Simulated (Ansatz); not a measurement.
# Dielectric response of AlN (10-10) films, part 2 of 5

Wanted: ε of wurtzite AlN (10-10) by finite fields on slabs, and the band edges against the vacuum where run.

Ansatz 0.2.0; plane-wave DFT, PBE, Ansatz PAW (the session's first sound run).

So far, gap on the k-mesh (eV): step 2 (relaxation, 12 atoms, units 3) 2.56.

## (3) The relaxed film, single point, 12 atoms, units 3

The film was relaxed beforehand; a single point on the relaxed positions gives its levels and potential.

input.yaml reads:

```yaml
crystal:
  lattice:
    - [3.11, 0.0, 0.0]
    - [0.0, 4.98, 0.0]
    - [0.0, 0.0, 24.2844576801]
  atoms:
    - { symbol: Al, position: [0.0, 0.0242207607, 0.3801995538] }
    - { symbol: "N", position: [0.0, 0.3768279572, 0.3704539485] }
    - { symbol: Al, position: [0.5, 0.4927494575, 0.4026877513] }
    - { symbol: "N", position: [0.5, 0.8744292044, 0.4066850109] }
    - { symbol: Al, position: [0.5, -0.0017239608, 0.4836808824] }
    - { symbol: "N", position: [0.5, 0.3794965927, 0.4810180906] }
    - { symbol: Al, position: [0.0, 0.4982760445, 0.5163191155] }
    - { symbol: "N", position: [0.0, 0.879496594, 0.5189819144] }
    - { symbol: Al, position: [0.0, -0.007250549, 0.5973122445] }
    - { symbol: "N", position: [0.0, 0.3744291983, 0.593314993] }
    - { symbol: Al, position: [0.5, 0.5242207523, 0.6198004449] }
    - { symbol: "N", position: [0.5, 0.8768279482, 0.6295460501] }
kpoints:
  mp_grid: { grid: [8, 6, 1] }
hamiltonian:
  xc: pbe
scf:
  occupations: { method: fixed }
  convergence: { dr2_threshold: 1.0e-09 }
efield:
  axis: 3
  dipole_correction: true
  ramp_position: 0.97
  ramp_width: 0.06
output:
  eigenvalues: true
  write_potential: true
  write_density: true
  volumetric_format: npy
```

On the command line:

```sh
> ansatz run input.yaml --threads 4 --pin off --max-ram 12288MiB --backend cpu --events-out ev --progress --plain --runs-dir out
```

Numbers of over 12 decimals in the logs are rounded to 6 here.

Log:

```text
[...]
Crystal: 12 atoms, lattice volume = 376.113 Å³
Basis set: ecut = 420 eV, 7379 PW (Γ)
Bands: 36, of which v1, the nominal top of the filled ones, is band 24 counted from 1 (23 counted from 0)
Symmetry: 2 space group operations
k-points: 20 of 48 (time reversal used)
[...]
SCF iter   1: F=—  HF=-5541.332278 eV  |F-HF|=—  |Δ(HF+E_count)|=         —  Δρ=1.18e-3  dr2=1.74e-2  ethr=1.77e-3  p=-0.000 e·Å  D=-4.82e-8 V/Å  ΔV_dip=0.00 eV  dr2_dipole=3.29e-9  V_vac-E_F(+/−)=5.36/5.36 eV  ⟨swp⟩=6.2  Hψ=3319  notcnv=0  defer=199
[...]
SCF iter   9: F=-5541.332315 eV  HF=-5541.332315 eV  |F-HF|=8.47e-10  |Δ(HF+E_count)|=   3.96e-9  Δρ=4.25e-7  dr2=4.46e-10  ethr=2.08e-12  p=0.000 e·Å  D=6.75e-8 V/Å  ΔV_dip=-0.00 eV  dr2_dipole=8.94e-13  V_vac-E_F(+/−)=5.68/5.68 eV  ⟨swp⟩=21.2  Hψ=5475  notcnv=0
SCF 1 converged in 9 iterations: F = -5541.332315 eV  dr2 = 4.46e-10
[...]
SCF converged after 9 iterations
Free energy (F): -5541.332315 eV
[...]
Internal energy: -5541.332315 eV  (E = F + TS)
E sigma→0 (E₀):  -5541.332315 eV
Fermi energy:    -1.307255 eV
Dipole field:    D = -0.000001 V/Å  (p = -0.000002 e·Å, saw-weighted, corrected)
Work function:   Φ+ = 5.6771 eV   Φ− = 5.6771 eV
[...]
--- Band table (eV; the first three rows and the last of 20) ---
  k-point 0: bands = [... 20 lower, -1.6985, -1.6350, -1.5753, -1.3710, 1.2567, 1.8924, 3.9083, 4.2116, ... 8 higher]
  k-point 1: bands = [... 20 lower, -1.7411, -1.6692, -1.6199, -1.4050, 1.5805, 2.0024, 3.7981, 4.2709, ... 8 higher]
  k-point 2: bands = [... 20 lower, -1.8162, -1.7259, -1.6713, -1.4533, 1.9927, 2.1497, 3.6831, 4.1930, ... 8 higher]
  k-point 19: bands = [... 20 lower, -2.4099, -2.4099, -1.3395, -1.3395, 2.7468, 2.7468, 4.1076, 4.1076, ... 8 higher]
```

Elapsed: 12 s, on 4 threads of Arm Neoverse V1, shared host; peak memory 0.79 GiB; 43 s of CPU time.

Numbers from this step:

* dipole along the normal: -1.79e-6 e·Å
* electron affinity, upper face: 3.113 eV

Running mean over 2.693 Å of the planar mean; the ramp of the sawtooth is left out. Table of electron's electrostatic potential energy less the highest filled level by z:

| z (Å) | electron's electrostatic potential energy less the highest filled level (eV) |
| --- | --- |
| 3 | 5.68 |
| 4 | 5.68 |
| 5 | 5.68 |
| 6 | 5.65 |
| 7 | 5.20 |
| 8 | 1.48 |
| 9 | -3.07 |
| 10 | -4.26 |
| 11 | -4.22 |
| 12 | -4.08 |
| 13 | -4.12 |
| 14 | -4.31 |
| 15 | -3.66 |
| 16 | 0.0469 |
| 17 | 4.59 |
| 18 | 5.61 |
| 19 | 5.67 |
| 20 | 5.68 |
| 21 | 5.68 |

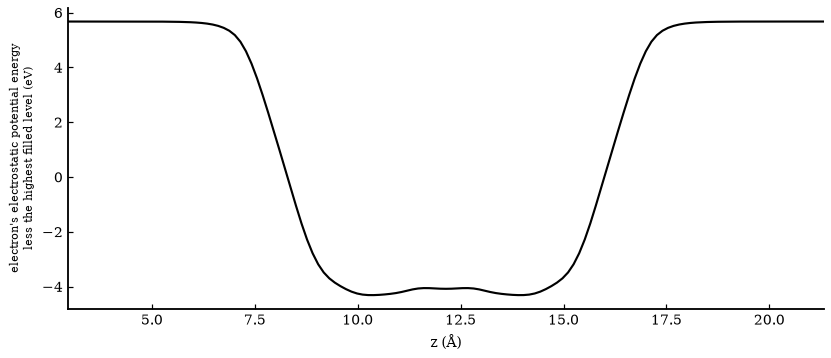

Electron's electrostatic potential energy less the highest filled level against z.

The gap is 2.56 eV, with the valence edge 5.68 eV and the conduction edge 3.11 eV under the upper vacuum level.

## (4) Single point, 12 atoms, units 3, field 0.05 V/Å

A sawtooth potential applies the field, turning back in the middle of the vacuum. With the dipole correction the typed value is the field outside the slab. The induced dipole is small, so the SCF threshold is tight.

input.yaml, as its differences from that of step 3:

```diff
@@ -24,3 +24,3 @@
   occupations: { method: fixed }
-  convergence: { dr2_threshold: 1.0e-09 }
+  convergence: { dr2_threshold: 1.0e-10 }
 efield:
@@ -30,4 +30,4 @@
   ramp_width: 0.06
+  amplitude: 0.05
 output:
-  eigenvalues: true
   write_potential: true
```

Log:

```text
[...]
Crystal: 12 atoms, lattice volume = 376.113 Å³
Basis set: ecut = 420 eV, 7379 PW (Γ)
Bands: 36, of which v1, the nominal top of the filled ones, is band 24 counted from 1 (23 counted from 0)
Symmetry: 2 space group operations
k-points: 20 of 48 (time reversal used)
[...]
SCF iter   1: F=—  HF=-5558.795871 eV  |F-HF|=—  |Δ(HF+E_count)|=         —  Δρ=1.08e-1  dr2=5.69e1  ethr=3.10e-3  p=0.038 e·Å  D=1.81e-2 V/Å  ΔV_dip=-0.44 eV  dr2_dipole=2.78e-4  V_vac-E_F(+/−)=12.67/12.00 eV  ⟨swp⟩=5.2  Hψ=3257  notcnv=0  defer=197
[...]
SCF iter  14: F=-5541.333094 eV  HF=-5541.333094 eV  |F-HF|=2.18e-11  |Δ(HF+E_count)|=  2.03e-10  Δρ=9.47e-8  dr2=2.02e-11  ethr=1.00e-12  p=0.031 e·Å  D=1.50e-2 V/Å  ΔV_dip=-0.36 eV  dr2_dipole=1.53e-13  V_vac-E_F(+/−)=6.03/5.29 eV  ⟨swp⟩=23.6  Hψ=5196  notcnv=0
SCF 1 converged in 14 iterations: F = -5541.333094 eV  dr2 = 2.02e-11
[...]
SCF converged after 14 iterations
[...]
Free energy (F): -5541.333094 eV
[...]
Internal energy: -5541.333094 eV  (E = F + TS)
E sigma→0 (E₀):  -5541.333094 eV
Fermi energy:    -1.304700 eV
Dipole field:    D = 0.014996 V/Å  (p = 0.031169 e·Å, saw-weighted, corrected)
Work function:   not extracted (applied field tilts the vacuum); planar V_es + V_field profile in the machine report
[...]
--- Band table (eV; the first three rows and the last of 20) ---
  k-point 0: bands = [... 20 lower, -1.7034, -1.6375, -1.5704, -1.3686, 1.2539, 1.8942, 3.8790, 4.1460, ... 8 higher]
  k-point 1: bands = [... 20 lower, -1.7463, -1.6714, -1.6148, -1.4027, 1.5760, 2.0061, 3.7960, 4.1664, ... 8 higher]
  k-point 2: bands = [... 20 lower, -1.8233, -1.7189, -1.6742, -1.4504, 1.9796, 2.1621, 3.6825, 4.1922, ... 8 higher]
  k-point 19: bands = [... 20 lower, -2.4302, -2.3893, -1.3681, -1.3111, 2.7190, 2.7741, 4.0970, 4.1165, ... 8 higher]
```

Wall time 13 s (4 threads); peak memory 0.78 GiB.

Numbers from this step:

```
gap on the k-mesh       : 2.559 eV
dipole along the normal : 0.03117 e·Å
```

The dipole is 0.0312 e·Å, and the gap on the mesh 2.559 eV.

## (5) Atoms held, 12 atoms, units 3, field -0.05 V/Å

input.yaml, as its differences from that of step 4:

```diff
@@ -30,3 +30,3 @@
   ramp_width: 0.06
-  amplitude: 0.05
+  amplitude: -0.05
 output:
```

Log:

```text
[...]
Crystal: 12 atoms, lattice volume = 376.113 Å³
Basis set: ecut = 420 eV, 7379 PW (Γ)
Bands: 36, of which v1, the nominal top of the filled ones, is band 24 counted from 1 (23 counted from 0)
Symmetry: 2 space group operations
k-points: 20 of 48 (time reversal used)
[...]
k-point 0: bands = [... 20 lower, -1.7034, -1.6375, -1.5704, -1.3686, 1.2539, 1.8942, 3.8790, 4.1462, ... 8 higher]
  k-point 1: bands = [... 20 lower, -1.7463, -1.6714, -1.6148, -1.4027, 1.5760, 2.0061, 3.7960, 4.1665, ... 8 higher]
  k-point 2: bands = [... 20 lower, -1.8233, -1.7189, -1.6742, -1.4504, 1.9796, 2.1621, 3.6825, 4.1922, ... 8 higher]
  k-point 19: bands = [... 20 lower, -2.4301, -2.3893, -1.3681, -1.3111, 2.7190, 2.7740, 4.0970, 4.1165, ... 8 higher]
[key lines of the parts left out:]
SCF converged after 14 iterations
Free energy (F): -5541.333094 eV
Fermi energy:    -1.304701 eV
Dipole field:    D = -0.014995 V/Å  (p = -0.031169 e·Å, saw-weighted, corrected)
```

The job ended after 13 s (4 threads; peak memory 0.78 GiB; 49 s of CPU time).

The dipole is -0.0312 e·Å, and the gap on the mesh 2.559 eV.

## (6) Response with the atoms held, 12 atoms, units 3

This step: plane-wave DFT, PBE, Ansatz PAW; response to a field along the normal, atoms held (Ansatz 0.2.0).

The two fields give this film's response with the atoms held: the electronic part.

Numbers from this step:

```yaml
equivalent_conductor_thickness_p_eps_0ae: 7.283 Å
distance_between_the_outer_atoms: 6.292 Å
thickness: 8.08 Å
```

Local field over the applied field, running mean. From the potentials at -0.05 and 0.05 V/Å; running mean over 2.693 Å, taken twice. Local field over applied field against z:

| z (Å) | local field over applied field |
| --- | --- |
| 5 | 0.987 |
| 6 | 0.929 |
| 7 | 0.768 |
| 8 | 0.519 |
| 9 | 0.298 |
| 10 | 0.195 |
| 11 | 0.184 |
| 12 | 0.191 |
| 13 | 0.187 |
| 14 | 0.186 |
| 15 | 0.256 |
| 16 | 0.447 |
| 17 | 0.703 |
| 18 | 0.895 |
| 19 | 0.978 |
| 20 | 0.997 |

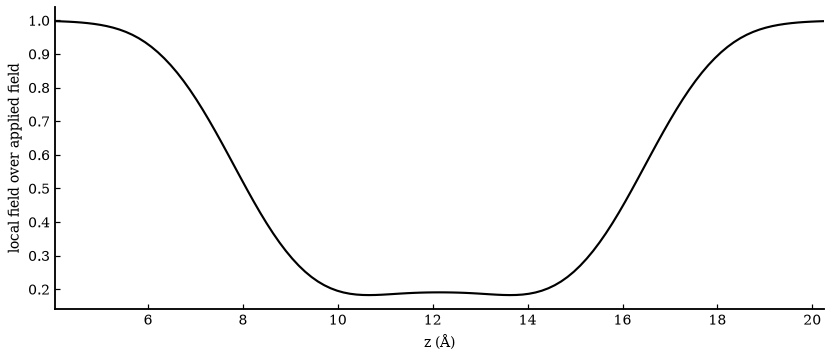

Local field over applied field against z.

Electrons, planar mean, per unit field. Induced electron density against z:

| z (Å) | induced electron density (e/Å³ per V/Å) |
| --- | --- |
| 5 | 2.1e-5 |
| 6 | 1.6e-4 |
| 7 | 9.6e-4 |
| 8 | 0.00325 |
| 9 | 0.00141 |
| 10 | -0.00130 |
| 11 | 4.7e-4 |
| 12 | 0.00103 |
| 13 | -7.6e-4 |
| 14 | 0.00110 |
| 15 | -7.8e-4 |
| 16 | -0.00321 |
| 17 | -0.00150 |
| 18 | -2.7e-4 |
| 19 | -3.8e-5 |
| 20 | -4.3e-6 |

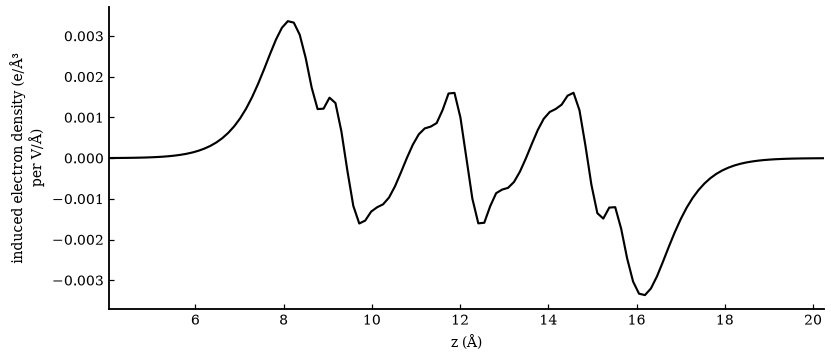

Induced electron density, plotted against z.

By hand: between -0.05 and 0.05 V/Å the dipole changes by 0.06234 e·Å, a slope of 0.6234 e·Å²/V. A perfect conductor of thickness t has p = ε₀AEt, so t = 180.95 × 0.6234 / 15.488 = 7.28 Å (e/ε₀ = 180.95 V·Å, A in Å²).

The induced dipole is that of a conductor 7.28 Å thick.

## (7) Field on, atoms free, 12 atoms, field 0.05 V/Å

This step: plane-wave DFT, PBE, Ansatz PAW (Ansatz 0.2.0).

Now the atoms may follow the field. A weak field makes forces of meV/Å to tens of meV/Å, so the force tolerance is set well below the usual one.

input.yaml, as its differences from that of step 5:

```diff
@@ -30,3 +30,6 @@
   ramp_width: 0.06
-  amplitude: -0.05
+  amplitude: 0.05
+relax:
+  f_tol: 0.0006
+  max_steps: 70
 output:
```

Log:

```text
[...]
Crystal: 12 atoms, lattice volume = 376.113 Å³
Basis set: ecut = 420 eV, 7379 PW (Γ), exchange–correlation on 48×72×360 points (8 copies of the dense FFT grid, shifted against one another)
Bands: 36, of which v1, the nominal top of the filled ones, is band 24 counted from 1 (23 counted from 0)
Symmetry: 2 space group operations
k-points: 20 of 48 (time reversal used)
[...]
SCF iter   1: F=—  HF=-5558.795143 eV  |F-HF|=—  |Δ(HF+E_count)|=         —  Δρ=1.08e-1  dr2=5.69e1  ethr=3.10e-3  p=0.038 e·Å  D=1.81e-2 V/Å  ΔV_dip=-0.44 eV  dr2_dipole=2.78e-4  V_vac-E_F(+/−)=12.67/12.00 eV  ⟨swp⟩=5.2  Hψ=3258  notcnv=0  defer=197
[...]
SCF iter  14: F=-5541.332746 eV  HF=-5541.332746 eV  |F-HF|=4.73e-11  |Δ(HF+E_count)|=  2.20e-10  Δρ=9.51e-8  dr2=2.05e-11  ethr=1.00e-12  p=0.031 e·Å  D=1.50e-2 V/Å  ΔV_dip=-0.36 eV  dr2_dipole=2.24e-13  V_vac-E_F(+/−)=6.03/5.29 eV  ⟨swp⟩=7.2  Hψ=3603  notcnv=0
SCF 1 converged in 14 iterations: F = -5541.332746 eV  dr2 = 2.05e-11
[...]
relax step   1: F+E_penalty+E_count = -5541.33274646 eV  Δ(F+E_penalty+E_count) = +0.000e0 eV  max|allowed force component| = 2.691e-2 eV/Å  Δτ_max = 0.0000 Å  (14 SCF iters, accepted)
[...]
SCF iter   8: F=-5541.332834 eV  HF=-5541.332834 eV  |F-HF|=3.18e-11  |Δ(HF+E_count)|=  5.56e-10  Δρ=1.08e-7  dr2=3.99e-11  ethr=1.00e-12  p=0.034 e·Å  D=1.63e-2 V/Å  ΔV_dip=-0.40 eV  dr2_dipole=6.33e-13  V_vac-E_F(+/−)=6.01/5.30 eV  ⟨swp⟩=8.0  Hψ=3875  notcnv=0
SCF 2 converged in 8 iterations: F = -5541.332834 eV  dr2 = 3.99e-11
relax step   2: F+E_penalty+E_count = -5541.33283433 eV  Δ(F+E_penalty+E_count) = -8.787e-5 eV  max|allowed force component| = 1.040e-2 eV/Å  Δτ_max = 0.0021 Å  (8 SCF iters, accepted)
SCF iter   1: F=—  HF=-5541.332732 eV  |F-HF|=—  |Δ(HF+E_count)|=         —  Δρ=3.75e-5  dr2=1.85e-5  ethr=1.31e-7  p=0.034 e·Å  D=1.63e-2 V/Å  ΔV_dip=-0.40 eV  dr2_dipole=7.37e-6  V_vac-E_F(+/−)=6.01/5.30 eV  ⟨swp⟩=2.5  Hψ=1535  notcnv=0  defer=198
[...]
SCF iter   7: F=-5541.332848 eV  HF=-5541.332848 eV  |F-HF|=4.55e-12  |Δ(HF+E_count)|=  1.10e-10  Δρ=1.06e-7  dr2=2.68e-11  ethr=1.00e-12  p=0.035 e·Å  D=1.69e-2 V/Å  ΔV_dip=-0.41 eV  dr2_dipole=6.27e-13  V_vac-E_F(+/−)=6.01/5.31 eV  ⟨swp⟩=7.2  Hψ=3698  notcnv=0
SCF 3 converged in 7 iterations: F = -5541.332848 eV  dr2 = 2.68e-11
relax step   3: F+E_penalty+E_count = -5541.33284752 eV  Δ(F+E_penalty+E_count) = -1.319e-5 eV  max|allowed force component| = 1.599e-3 eV/Å  Δτ_max = 0.0005 Å  (7 SCF iters, accepted)
SCF iter   1: F=—  HF=-5541.332727 eV  |F-HF|=—  |Δ(HF+E_count)|=         —  Δρ=1.55e-5  dr2=1.10e-6  ethr=9.85e-8  p=0.035 e·Å  D=1.69e-2 V/Å  ΔV_dip=-0.41 eV  dr2_dipole=2.16e-8  V_vac-E_F(+/−)=6.01/5.31 eV  ⟨swp⟩=3.1  Hψ=1538  notcnv=0  defer=177
[...]
SCF iter   6: F=-5541.332848 eV  HF=-5541.332848 eV  |F-HF|=4.09e-11  |Δ(HF+E_count)|=  1.70e-10  Δρ=1.04e-7  dr2=2.57e-11  ethr=1.00e-12  p=0.035 e·Å  D=1.69e-2 V/Å  ΔV_dip=-0.41 eV  dr2_dipole=1.06e-14  V_vac-E_F(+/−)=6.01/5.31 eV  ⟨swp⟩=7.0  Hψ=3660  notcnv=0
SCF 4 converged in 6 iterations: F = -5541.332848 eV  dr2 = 2.57e-11
relax step   4: F+E_penalty+E_count = -5541.33284789 eV  Δ(F+E_penalty+E_count) = -3.723e-7 eV  max|allowed force component| = 3.940e-4 eV/Å  Δτ_max = 0.0002 Å  (6 SCF iters, accepted)
NSCF: frozen V_eff on 20 k-points
[...]
SCF converged after 6 iterations
[...]
Free energy (F): -5541.332848 eV
[...]
Internal energy: -5541.332848 eV  (E = F + TS)
E sigma→0 (E₀):  -5541.332848 eV
Fermi energy:    -1.306086 eV
Dipole field:    D = 0.016945 V/Å  (p = 0.035220 e·Å, saw-weighted, corrected)
Work function:   not extracted (applied field tilts the vacuum); planar V_es + V_field profile in the machine report
[...]
--- Forces (eV/Å), atoms counted from 1 ---
  atom   1  Al     0.00000000    -0.00007279    -0.00015707
  atom   2  N      0.00000000    -0.00003973    -0.00007912
  atom   3  Al     0.00000000    -0.00005044     0.00037810
  atom   4  N      0.00000000     0.00002893     0.00007364
  atom   5  Al     0.00000000     0.00003405    -0.00015016
  atom   6  N      0.00000000     0.00011877    -0.00003983
  atom   7  Al     0.00000000    -0.00006133    -0.00018415
  atom   8  N      0.00000000    -0.00006522    -0.00007488
  atom   9  Al     0.00000000     0.00005887     0.00039420
  atom  10  N      0.00000000    -0.00002718     0.00011515
  atom  11  Al     0.00000000     0.00006639    -0.00016029
  atom  12  N      0.00000000     0.00004283    -0.00011367
  max |Σ_I F_I| component: 3.32e-5 eV/Å
--- Band table (eV; the first three rows and the last of 20) ---
  k-point 0: bands = [... 20 lower, -1.6988, -1.6355, -1.5743, -1.3697, 1.2556, 1.8921, 3.8855, 4.1533, ... 8 higher]
  k-point 1: bands = [... 20 lower, -1.7415, -1.6697, -1.6189, -1.4040, 1.5789, 2.0025, 3.7964, 4.1825, ... 8 higher]
  k-point 2: bands = [... 20 lower, -1.8168, -1.7247, -1.6721, -1.4522, 1.9892, 2.1515, 3.6831, 4.1929, ... 8 higher]
  k-point 19: bands = [... 20 lower, -2.4173, -2.4020, -1.3546, -1.3239, 2.7372, 2.7562, 4.1008, 4.1141, ... 8 higher]
--- Relaxed structure (4 steps of the walk, 4 accepted, 0 SCFs on fresh bases) ---
  F+E_penalty+E_count = -5541.33284789 eV   max|allowed force component| = 3.940e-4 eV/Å
  atoms:
    - { symbol: Al, position: [0.0, 0.024425, 0.380259] }
    - { symbol: N, position: [0.0, 0.376989, 0.370393] }
    - { symbol: Al, position: [0.5, 0.492861, 0.402695] }
    - { symbol: N, position: [0.5, 0.874526, 0.406672] }
    - { symbol: Al, position: [0.5, -0.00170241, 0.483703] }
    - { symbol: N, position: [0.5, 0.379530, 0.480994] }
    - { symbol: Al, position: [0.0, 0.498263, 0.516356] }
    - { symbol: N, position: [0.0, 0.879487, 0.518948] }
    - { symbol: Al, position: [0.0, -0.00736237, 0.597313] }
    - { symbol: N, position: [0.0, 0.374331, 0.593317] }
    - { symbol: Al, position: [0.5, 0.523998, 0.619872] }
    - { symbol: N, position: [0.5, 0.876654, 0.629478] }
```

The job ended after 27 s (4 threads; peak memory 0.73 GiB).

No atom moved by 0.005 Å in the relaxation.

Numbers from this step:

```
gap on the k-mesh       : 2.562 eV
dipole along the normal : 0.03522 e·Å
```

The relaxation took 4 steps and lowered the energy by 1.0e-4 eV; the largest force on the free atoms ends at 3.9e-4 eV/Å.

The dipole is 0.0352 e·Å, and the gap on the mesh 2.562 eV.

## (8) Field on, atoms free, 12 atoms, field -0.05 V/Å

The opposite sign, again from the field-free geometry; the difference of the two cancels what relaxes without a field.

input.yaml, as its differences from that of step 7:

```diff
@@ -30,3 +30,3 @@
   ramp_width: 0.06
-  amplitude: 0.05
+  amplitude: -0.05
 relax:
```

Log:

```text
[...]
Crystal: 12 atoms, lattice volume = 376.113 Å³
Basis set: ecut = 420 eV, 7379 PW (Γ), exchange–correlation on 48×72×360 points (8 copies of the dense FFT grid, shifted against one another)
Bands: 36, of which v1, the nominal top of the filled ones, is band 24 counted from 1 (23 counted from 0)
Symmetry: 2 space group operations
k-points: 20 of 48 (time reversal used)
[...]
- { symbol: Al, position: [0.5, -0.00173664, 0.483644] }
    - { symbol: N, position: [0.5, 0.379487, 0.481052] }
    - { symbol: Al, position: [0.0, 0.498298, 0.516297] }
    - { symbol: N, position: [0.0, 0.879530, 0.519006] }
    - { symbol: Al, position: [0.0, -0.00713888, 0.597305] }
    - { symbol: N, position: [0.0, 0.374526, 0.593328] }
    - { symbol: Al, position: [0.5, 0.524425, 0.619741] }
    - { symbol: N, position: [0.5, 0.876989, 0.629607] }
[key lines of the parts left out:]
SCF converged after 6 iterations
Free energy (F): -5541.332848 eV
Fermi energy:    -1.306086 eV
Dipole field:    D = -0.016944 V/Å  (p = -0.035219 e·Å, saw-weighted, corrected)
```

Elapsed: 27 s, on 4 threads; peak memory 0.73 GiB.

No atom moved by 0.005 Å in the relaxation.

The relaxation took 4 steps and lowered the energy by 1.0e-4 eV; the largest force on the free atoms ends at 3.9e-4 eV/Å.

The dipole is -0.0352 e·Å, and the gap on the mesh 2.562 eV.

## (9) Response with the atoms relaxed, 12 atoms, units 3

This step: plane-wave DFT, PBE, Ansatz PAW; response to a field along the normal, atoms relaxed (Ansatz 0.2.0).

The two relaxed runs give the static response.

This step gave:

| Quantity | Value |
| --- | --- |
| equivalent conductor thickness p/(ε₀AE) | 8.230 Å |

Local field over the applied field, running mean. From the potentials at -0.05 and 0.05 V/Å; running mean over 2.693 Å, taken twice. Local field over applied field against z:

| z (Å) | local field over applied field |
| --- | --- |
| 5 | 0.988 |
| 6 | 0.923 |
| 7 | 0.748 |
| 8 | 0.444 |
| 9 | 0.204 |
| 10 | 0.0776 |
| 11 | 0.0857 |
| 12 | 0.0962 |
| 13 | 0.0899 |
| 14 | 0.0805 |
| 15 | 0.154 |
| 16 | 0.359 |
| 17 | 0.668 |
| 18 | 0.881 |
| 19 | 0.980 |
| 20 | 0.997 |

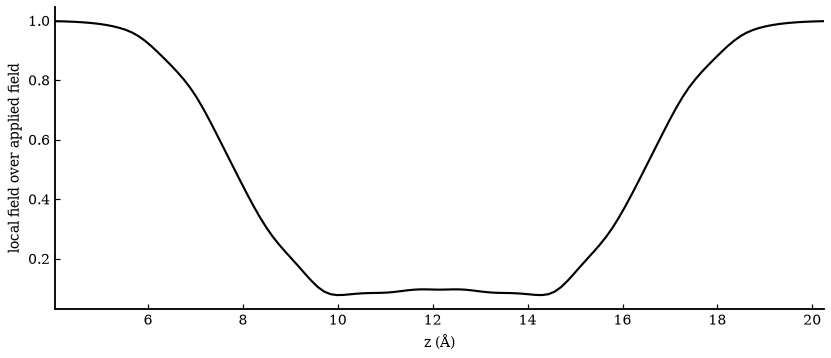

Local field over applied field against z.

The induced dipole is that of a conductor 8.23 Å thick.

[end of part 2 of 5]

[Logs are printed without paths, hosts, clocks, repeated set-up lines and the standing remarks that a program may print on its own settings, such as how far it seeks lower states.]

[Hosts, paths, dates, database ids (printed as entryN), source tags and the programs' standing remarks are cut or masked in the printed files.]

[Maps of the electrostatic potential energy from Ansatz leave out the sawtooth potential of an applied field or a dipole correction, so their vacuum need not be flat; planar profiles and work functions include it.]
